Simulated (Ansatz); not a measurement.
**Geometry relaxation of SrTiO3 (part 1 of 2)**

The run: geometry relaxation of SrTiO3 (Pm-3m, 5 atoms in the cell). Method and program: DFT PBE, scalar-relativistic, plane waves, PAW, no spin polarisation (Ansatz 0.2.0).

The structure derives from a Materials Project entry. Figures and captions count atoms from 1; the log counts them from 0 in places.

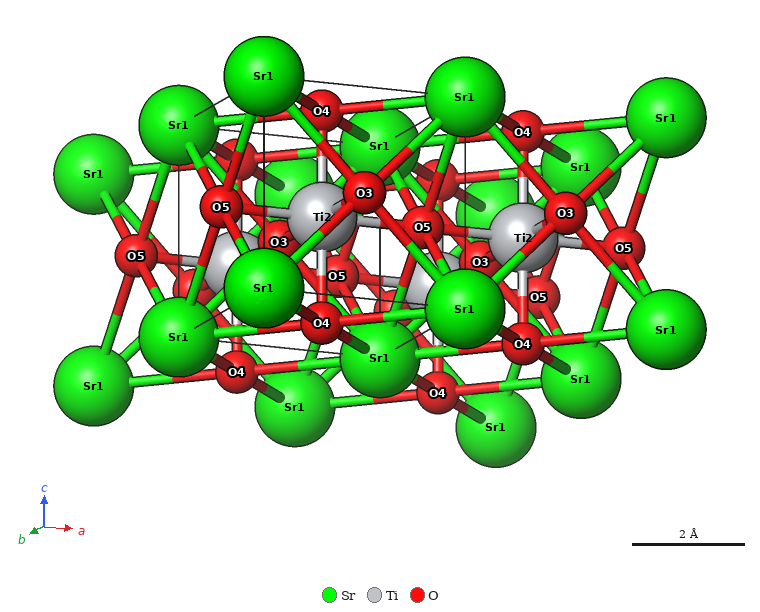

Figure 1. The input geometry (ball-and-stick view of the cell of the calculation, repeated 2 × 2 × 1, seen at an oblique angle; atoms are numbered from 1 in the order of the input).

### The input
```yaml
crystal:
  lattice:
    - [3.91270131, 0.0, 0.0]
    - [0.0, 3.91270131, 0.0]
    - [0.0, 0.0, 3.91270131]
  atoms:
    - { symbol: Sr, position: [0.0, 0.0, 0.0] }
    - { symbol: Ti, position: [0.5, 0.5, 0.5] }
    - { symbol: O, position: [0.5, 0.0, 0.5] }
    - { symbol: O, position: [0.5, 0.5, 0.0] }
    - { symbol: O, position: [0.0, 0.5, 0.5] }
basis:
  ecutwfc: 420
kpoints:
  mp_grid: { grid: [8, 8, 8] }
hamiltonian:
  xc: pbe
scf:
  occupations: { method: gaussian, width: 0.02 }
output:
  forces: true
  stress: true
  eigenvalues: true
  write_density: true
  write_potential: true
  elf: true
  volumetric_format: npy
relax:
  adjacent_minimum: "off"
  f_tol: 0.005
  max_steps: 80
  cell: { stress_tol: 0.05 }
```

Hardware: 8 threads of AMD EPYC (Zen 3), 189 GiB of memory available, shared host.

Launched with:
```bash
ansatz run input.yaml --threads 8 --pin off --max-ram 20480MiB --backend cpu --events-out ev --progress --plain --runs-dir out
```

### Output
```
Engine: ansatz 0.2.0, x86_64-unknown-linux-gnu
Pseudopotentials: kind: paw
Pseudopotential: Sr, paw, valence charge 10, recommended cutoff 420 eV (normal), Sr.paw.azcp
Pseudopotential: Ti, paw, valence charge 12, recommended cutoff 420 eV (normal), Ti.paw.azcp
Pseudopotential: O, paw, valence charge 6, recommended cutoff 420 eV (normal), O.paw.azcp
Functional definition: PBE
  parameter kappa = 0.804
  parameter beta = 0.06672455060314922
  exchange = pbe_x(kappa = kappa, mu = beta*pi^2/3)
  correlation = pbe_c(beta = beta)
Crystal: 5 atoms, lattice volume = 59.900 Å³
Basis set: ecut = 420 eV, 1189 PW (Γ), exchange–correlation on 54×54×54 points (8 copies of the dense FFT grid, shifted against one another)
Bands: 25, of which v1, the nominal top of the filled ones, is band 20 counted from 1 (19 counted from 0)
Symmetry: 48 space group operations
Space group: Pm-3m (ITA 221), of the structure as read, at distance tolerance 3.9e-5 Å
k-points: 35 of 512
Non-local potential: Sr, projectors of the file, l = 0: 3, l = 1: 2, l = 2: 2
Non-local potential: Ti, projectors of the file, l = 0: 3, l = 1: 2, l = 2: 3, l = 3: 1
Non-local potential: O, projectors of the file, l = 0: 2, l = 1: 2, l = 2: 1
PAW form: soft (Blöchl's): semilocal exchange-correlation on the pseudo side does not see the compensation charge
PAW one-centre angular grid: Sr, 110 points (default); XC on 64 Gauss nodes
PAW one-centre angular grid: Ti, 590 points (default); XC on 64 Gauss nodes
PAW one-centre angular grid: O, 110 points (default); XC on 64 Gauss nodes
Initial density: superposition of atomic densities (neutral atoms: chi_scale 0, normalization atom), corrected by the library's trained network
Initial wavefunctions: pseudopotential atomic-orbital guess
Functional: x = pbe(κ = 0.804, μ = 0.2195149727645171), c = pbe(β = 0.06672455060314922)
SCF iter   1: F=—  HF=-7754.474630 eV  |F-HF|=—  |Δ(HF+E_count)|=         —  Δρ=2.00e-3  dr2=1.41e-3  ethr=1.77e-3  ⟨swp⟩=7.6  Hψ=4690  notcnv=0
preconditioner: auto → Resta (q_TF=auto, 2.551 Å⁻¹)  ε∞=5.6  [insulator: Δε(μ)=1.856 eV  Ē_g=12.212 eV  σ=0.020 eV  W_gap=1.00  n_scr=18 (ndim 8)  ℏωp=26.3 eV  f_vac=0.000  D(μ)=0.00/eV (n_scr^D=0)  ε∞_Penn≈5.6]
SCF iter   2: F=—  HF=-7754.477012 eV  |F-HF|=—  |Δ(HF+E_count)|=   2.38e-3  Δρ=9.35e-4  dr2=2.26e-4  ethr=3.51e-6  ⟨swp⟩=3.1  Hψ=1931  notcnv=0  defer=19
SCF iter   3: F=—  HF=-7754.477131 eV  |F-HF|=—  |Δ(HF+E_count)|=   1.18e-4  Δρ=2.13e-4  dr2=1.87e-5  ethr=5.64e-7  ⟨swp⟩=2.5  Hψ=1218  notcnv=0  defer=23
SCF iter   4: F=—  HF=-7754.476514 eV  |F-HF|=—  |Δ(HF+E_count)|=   6.16e-4  Δρ=6.28e-5  dr2=3.00e-6  ethr=4.66e-8  ⟨swp⟩=2.0  Hψ=1510  notcnv=0  defer=22
SCF iter   5: F=—  HF=-7754.476514 eV  |F-HF|=—  |Δ(HF+E_count)|=   2.65e-7  Δρ=2.35e-5  dr2=5.11e-7  ethr=7.50e-9  ⟨swp⟩=1.9  Hψ=893  notcnv=0  defer=22
SCF iter   6: F=-7754.476514 eV  HF=-7754.476514 eV  |F-HF|=3.12e-8  |Δ(HF+E_count)|=   7.32e-8  Δρ=5.42e-6  dr2=4.04e-8  ethr=2.50e-10  ⟨swp⟩=13.5  Hψ=6709  notcnv=0
SCF 1 converged in 6 iterations: F = -7754.476514 eV  dr2 = 4.04e-8
  greatest PAW one-centre occupation: 0.999 electrons in one spin orbital (limit 2), on the Ti atom at site 1 (counted from 0), in its partial waves of l = 0
relax step   1: F+E_penalty+E_count = -7754.47651406 eV  Δ(F+E_penalty+E_count) = +0.000e0 eV  max|allowed force component| = 1.792e-29 eV/Å  Δτ_max = 0.0000 Å  P = +3.221 GPa  Ω = 59.900 Å³  (6 SCF iters, dr2 threshold 1.00e-7 eV, accepted)
Crystal: 5 atoms, lattice volume = 60.876 Å³
Basis set: ecut = 420 eV, 1213 PW (Γ), exchange–correlation on 54×54×54 points (8 copies of the dense FFT grid, shifted against one another)
Initial density: handed on by an earlier stage of this run
Initial wavefunctions: those handed on with the density
iter 1 solved again at ethr=4.66e-6 eV; its pass at ethr=3.10e-3 eV (dr2=1.87e-3 eV) is discarded
SCF iter   1: F=—  HF=-7754.484406 eV  |F-HF|=—  |Δ(HF+E_count)|=         —  Δρ=2.09e-3  dr2=2.00e-3  ethr=4.66e-6  ⟨swp⟩=2.0  Hψ=4831  notcnv=0
preconditioner: auto → Resta (q_TF=auto, 2.544 Å⁻¹)  ε∞=5.6  [insulator: Δε(μ)=1.825 eV  Ē_g=12.106 eV  σ=0.020 eV  W_gap=1.00  n_scr=18 (ndim 8)  ℏωp=26.1 eV  f_vac=0.000  D(μ)=0.00/eV (n_scr^D=0)  ε∞_Penn≈5.6]
SCF iter   2: F=—  HF=-7754.484041 eV  |F-HF|=—  |Δ(HF+E_count)|=   3.65e-4  Δρ=6.68e-4  dr2=2.20e-4  ethr=4.66e-6  ⟨swp⟩=2.1  Hψ=1374  notcnv=0
SCF iter   3: F=—  HF=-7754.483400 eV  |F-HF|=—  |Δ(HF+E_count)|=   6.41e-4  Δρ=2.42e-4  dr2=3.12e-5  ethr=5.51e-7  ⟨swp⟩=2.1  Hψ=1340  notcnv=0
iter 4 did not close the SCF: its close was put off for the readings that it lacked (scf_convergence_deferred on its scf_iter line)
SCF iter   4: F=-7754.483408 eV  HF=-7754.483408 eV  |F-HF|=4.47e-7  |Δ(HF+E_count)|=   7.99e-6  Δρ=4.14e-5  dr2=4.42e-7  ethr=7.79e-8  ⟨swp⟩=2.9  Hψ=1721  notcnv=0
iter 5 did not close the SCF: its close was put off for the readings that it lacked (scf_convergence_deferred on its scf_iter line)
SCF iter   5: F=-7754.483409 eV  HF=-7754.483409 eV  |F-HF|=3.94e-8  |Δ(HF+E_count)|=   5.21e-7  Δρ=7.98e-6  dr2=3.38e-8  ethr=1.10e-9  ⟨swp⟩=2.0  Hψ=1341  notcnv=0
SCF iter   6: F=-7754.483409 eV  HF=-7754.483409 eV  |F-HF|=2.41e-9  |Δ(HF+E_count)|=   4.72e-8  Δρ=1.78e-6  dr2=2.32e-9  ethr=8.45e-11  ⟨swp⟩=6.9  Hψ=5657  notcnv=0
SCF 2 converged in 6 iterations: F = -7754.483409 eV  dr2 = 2.32e-9
relax step   2: F+E_penalty+E_count = -7754.48340860 eV  Δ(F+E_penalty+E_count) = -6.895e-3 eV  max|allowed force component| = 2.987e-29 eV/Å  Δτ_max = 0.0000 Å  P = +0.234 GPa  Ω = 60.876 Å³  energy of the carried Pulay correction = -3.507e-3 eV  (6 SCF iters, dr2 threshold 5.00e-7 eV, accepted)
Crystal: 5 atoms, lattice volume = 60.954 Å³
iter 1 solved again at ethr=2.97e-8 eV; its pass at ethr=3.10e-3 eV (dr2=1.19e-5 eV) is discarded
SCF iter   1: F=—  HF=-7754.483826 eV  |F-HF|=—  |Δ(HF+E_count)|=         —  Δρ=1.49e-4  dr2=9.78e-6  ethr=2.97e-8  ⟨swp⟩=2.0  Hψ=4589  notcnv=0
preconditioner: auto → Resta (q_TF=auto, 2.543 Å⁻¹)  ε∞=5.6  [insulator: Δε(μ)=1.840 eV  Ē_g=12.106 eV  σ=0.020 eV  W_gap=1.00  n_scr=18 (ndim 8)  ℏωp=26.1 eV  f_vac=0.000  D(μ)=0.00/eV (n_scr^D=0)  ε∞_Penn≈5.6]
SCF iter   2: F=—  HF=-7754.483190 eV  |F-HF|=—  |Δ(HF+E_count)|=   6.36e-4  Δρ=6.29e-5  dr2=1.94e-6  ethr=2.44e-8  ⟨swp⟩=2.0  Hψ=1575  notcnv=0
SCF iter   3: F=—  HF=-7754.483190 eV  |F-HF|=—  |Δ(HF+E_count)|=   1.02e-7  Δρ=1.67e-5  dr2=1.43e-7  ethr=4.85e-9  ⟨swp⟩=2.7  Hψ=1382  notcnv=0
iter 4 did not close the SCF: its close was put off for the readings that it lacked (scf_convergence_deferred on its scf_iter line)
SCF iter   4: F=-7754.483190 eV  HF=-7754.483190 eV  |F-HF|=2.19e-9  |Δ(HF+E_count)|=   4.51e-8  Δρ=5.26e-6  dr2=1.66e-8  ethr=3.58e-10  ⟨swp⟩=2.4  Hψ=1323  notcnv=0
iter 5 did not close the SCF: its close was put off for the readings that it lacked (scf_convergence_deferred on its scf_iter line)
SCF iter   5: F=-7754.483190 eV  HF=-7754.483190 eV  |F-HF|=1.64e-11  |Δ(HF+E_count)|=   8.87e-9  Δρ=1.40e-6  dr2=7.46e-10  ethr=4.16e-11  ⟨swp⟩=2.0  Hψ=1392  notcnv=0
SCF iter   6: F=-7754.483190 eV  HF=-7754.483190 eV  |F-HF|=9.09e-13  |Δ(HF+E_count)|=  3.07e-10  Δρ=3.37e-7  dr2=7.06e-11  ethr=1.86e-12  ⟨swp⟩=5.3  Hψ=4754  notcnv=0
SCF 3 converged in 6 iterations: F = -7754.483190 eV  dr2 = 7.06e-11
relax step   3: F+E_penalty+E_count = -7754.48318982 eV  Δ(F+E_penalty+E_count) = +2.188e-4 eV  max|allowed force component| = 5.903e-30 eV/Å  Δτ_max = 0.0000 Å  P = +0.006 GPa  Ω = 60.954 Å³  energy of the carried Pulay correction = -3.784e-3 eV  (6 SCF iters, dr2 threshold 1.37e-7 eV, accepted)
Initial wavefunctions: pseudopotential atomic-orbital guess (no wavefunctions were taken with the density)
iter 1 solved again at ethr=3.71e-7 eV; its pass at ethr=3.10e-3 eV (dr2=1.49e-4 eV) is discarded
SCF iter   1: F=—  HF=-7754.487683 eV  |F-HF|=—  |Δ(HF+E_count)|=         —  Δρ=2.90e-4  dr2=3.72e-6  ethr=3.71e-7  ⟨swp⟩=3.8  Hψ=7038  notcnv=0
preconditioner: auto → Resta (q_TF=auto, 2.543 Å⁻¹)  ε∞=5.6  [insulator: Δε(μ)=1.843 eV  Ē_g=12.106 eV  σ=0.020 eV  W_gap=1.00  n_scr=18 (ndim 8)  ℏωp=26.1 eV  f_vac=0.000  D(μ)=0.00/eV (n_scr^D=0)  ε∞_Penn≈5.6]
SCF iter   2: F=—  HF=-7754.487297 eV  |F-HF|=—  |Δ(HF+E_count)|=   3.86e-4  Δρ=1.42e-4  dr2=6.54e-7  ethr=9.31e-9  ⟨swp⟩=2.2  Hψ=1585  notcnv=0
SCF iter   3: F=—  HF=-7754.487382 eV  |F-HF|=—  |Δ(HF+E_count)|=   8.55e-5  Δρ=4.52e-5  dr2=8.51e-8  ethr=1.64e-9  ⟨swp⟩=2.9  Hψ=1480  notcnv=0
SCF iter   4: F=—  HF=-7754.487391 eV  |F-HF|=—  |Δ(HF+E_count)|=   8.84e-6  Δρ=1.41e-6  dr2=7.50e-10  ethr=2.13e-10  ⟨swp⟩=2.0  Hψ=1399  notcnv=0
SCF iter   5: F=—  HF=-7754.487391 eV  |F-HF|=—  |Δ(HF+E_count)|=   4.33e-9  Δρ=3.85e-7  dr2=1.17e-10  ethr=1.87e-12  ⟨swp⟩=2.6  Hψ=1448  notcnv=0
SCF iter   6: F=-7754.487391 eV  HF=-7754.487391 eV  |F-HF|=5.46e-12  |Δ(HF+E_count)|=  3.46e-11  Δρ=1.17e-7  dr2=6.83e-12  ethr=1.00e-12  ⟨swp⟩=6.1  Hψ=4080  notcnv=0
SCF 4 converged in 6 iterations: F = -7754.487391 eV  dr2 = 6.83e-12
relax step   4: F+E_penalty+E_count = -7754.48739120 eV  Δ(F+E_penalty+E_count) = -4.201e-3 eV  max|allowed force component| = 5.851e-30 eV/Å  Δτ_max = 0.0000 Å  P = +0.125 GPa  Ω = 60.954 Å³  stress off target by 1.25e-1 GPa  SCF on the basis re-selected at this cell (its energy is not comparable with the rows above)  (6 SCF iters)
basis re-selected at this cell: Δ(F+E_penalty+E_count) = -4.201e-3 eV, ΔP = +0.119 GPa vs the last step (what re-selecting the basis moved, of the pressure what is left beyond the Pulay correction that the steps carried, after the strain that the cell walked since its last selection, with what the two solves' SCF thresholds leave and, on support functions, any second-order correction that the steps lacked; it is no measure of the basis error at this ecutwfc). This SCF's stress stands 1.25e-1 GPa from its target on what of the cell is left free (relax.cell.stress_tol is 5.00e-2 GPa) and its largest allowed force component is 5.85e-30 eV/Å (relax.f_tol is 5.00e-3 eV/Å): not within both, so this SCF does not close the relaxation
Crystal: 5 atoms, lattice volume = 60.997 Å³
iter 1 solved again at ethr=7.79e-9 eV; its pass at ethr=3.10e-3 eV (dr2=3.12e-6 eV) is discarded
SCF iter   1: F=—  HF=-7754.487900 eV  |F-HF|=—  |Δ(HF+E_count)|=         —  Δρ=7.75e-5  dr2=2.47e-6  ethr=7.79e-9  ⟨swp⟩=2.0  Hψ=4565  notcnv=0
preconditioner: auto → Resta (q_TF=auto, 2.543 Å⁻¹)  ε∞=5.6  [insulator: Δε(μ)=1.841 eV  Ē_g=12.101 eV  σ=0.020 eV  W_gap=1.00  n_scr=18 (ndim 8)  ℏωp=26.0 eV  f_vac=0.000  D(μ)=0.00/eV (n_scr^D=0)  ε∞_Penn≈5.6]
SCF iter   2: F=—  HF=-7754.487257 eV  |F-HF|=—  |Δ(HF+E_count)|=   6.43e-4  Δρ=3.93e-5  dr2=7.46e-7  ethr=6.19e-9  ⟨swp⟩=2.1  Hψ=1581  notcnv=0
SCF iter   3: F=—  HF=-7754.487257 eV  |F-HF|=—  |Δ(HF+E_count)|=   5.73e-8  Δρ=9.95e-6  dr2=4.91e-8  ethr=1.86e-9  ⟨swp⟩=2.2  Hψ=1228  notcnv=0
iter 4 did not close the SCF: its close was put off for the readings that it lacked (scf_convergence_deferred on its scf_iter line)
SCF iter   4: F=-7754.487257 eV  HF=-7754.487257 eV  |F-HF|=3.42e-9  |Δ(HF+E_count)|=   8.64e-9  Δρ=4.58e-6  dr2=1.29e-8  ethr=1.23e-10  ⟨swp⟩=2.3  Hψ=1325  notcnv=0
iter 5 did not close the SCF: its close was put off for the readings that it lacked (scf_convergence_deferred on its scf_iter line)
SCF iter   5: F=-7754.487257 eV  HF=-7754.487257 eV  |F-HF|=7.73e-11  |Δ(HF+E_count)|=   2.66e-9  Δρ=1.01e-6  dr2=2.94e-10  ethr=3.23e-11  ⟨swp⟩=2.3  Hψ=1400  notcnv=0
SCF iter   6: F=-7754.487257 eV  HF=-7754.487257 eV  |F-HF|=0.00e0  |Δ(HF+E_count)|=  1.80e-10  Δρ=2.49e-7  dr2=3.21e-11  ethr=1.00e-12  ⟨swp⟩=5.2  Hψ=4615  notcnv=0
SCF 5 converged in 6 iterations: F = -7754.487257 eV  dr2 = 3.21e-11
relax step   5: F+E_penalty+E_count = -7754.48725702 eV  Δ(F+E_penalty+E_count) = +1.342e-4 eV  max|allowed force component| = 1.144e-29 eV/Å  Δτ_max = 0.0000 Å  P = +0.003 GPa  Ω = 60.997 Å³  energy of the carried Pulay correction = -1.513e-4 eV  (6 SCF iters, accepted)
iter 1 solved again at ethr=3.54e-7 eV; its pass at ethr=3.10e-3 eV (dr2=1.42e-4 eV) is discarded
SCF iter   1: F=—  HF=-7754.488120 eV  |F-HF|=—  |Δ(HF+E_count)|=         —  Δρ=3.50e-5  dr2=3.11e-7  ethr=3.54e-7  ⟨swp⟩=3.8  Hψ=7045  notcnv=0
preconditioner: auto → Resta (q_TF=auto, 2.543 Å⁻¹)  ε∞=5.6  [insulator: Δε(μ)=1.842 eV  Ē_g=12.101 eV  σ=0.020 eV  W_gap=1.00  n_scr=18 (ndim 8)  ℏωp=26.0 eV  f_vac=0.000  D(μ)=0.00/eV (n_scr^D=0)  ε∞_Penn≈5.6]
SCF iter   2: F=—  HF=-7754.487481 eV  |F-HF|=—  |Δ(HF+E_count)|=   6.39e-4  Δρ=1.50e-5  dr2=5.03e-8  ethr=7.77e-10  ⟨swp⟩=2.9  Hψ=1784  notcnv=0
SCF iter   3: F=—  HF=-7754.487481 eV  |F-HF|=—  |Δ(HF+E_count)|=   1.85e-7  Δρ=1.04e-5  dr2=2.34e-8  ethr=1.26e-10  ⟨swp⟩=1.0  Hψ=876  notcnv=0
SCF iter   4: F=—  HF=-7754.487481 eV  |F-HF|=—  |Δ(HF+E_count)|=   1.96e-7  Δρ=1.11e-6  dr2=5.66e-10  ethr=5.85e-11  ⟨swp⟩=1.3  Hψ=890  notcnv=0
SCF iter   5: F=—  HF=-7754.487481 eV  |F-HF|=—  |Δ(HF+E_count)|=   1.08e-9  Δρ=5.39e-7  dr2=1.30e-10  ethr=1.42e-12  ⟨swp⟩=2.1  Hψ=1127  notcnv=0
SCF iter   6: F=-7754.487481 eV  HF=-7754.487481 eV  |F-HF|=1.46e-11  |Δ(HF+E_count)|=  1.98e-10  Δρ=2.78e-7  dr2=2.89e-11  ethr=1.00e-12  ⟨swp⟩=6.2  Hψ=4042  notcnv=0
SCF 6 converged in 6 iterations: F = -7754.487481 eV  dr2 = 2.89e-11
relax step   6: F+E_penalty+E_count = -7754.48748118 eV  Δ(F+E_penalty+E_count) = -2.242e-4 eV  max|allowed force component| = 9.348e-30 eV/Å  Δτ_max = 0.0000 Å  P = +0.006 GPa  Ω = 60.997 Å³  stress off target by 5.54e-3 GPa  SCF on the basis re-selected at this cell (its energy is not comparable with the rows above)  (6 SCF iters)
```

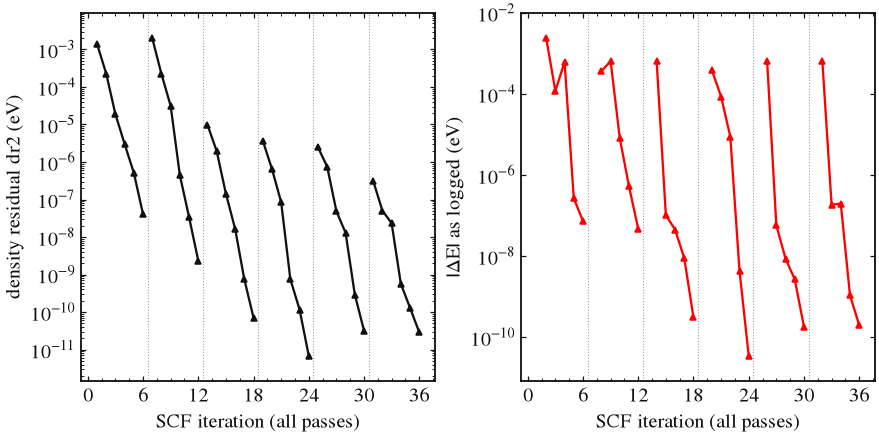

Figure 2. Convergence of the self-consistent field: density residual dr2 and size of the energy change against the SCF iteration. The dotted lines part the SCF passes of the relaxation: geometry steps, rejected trials and re-solves on a re-selected basis. The 6 passes take 6 iterations each, 36 in all.
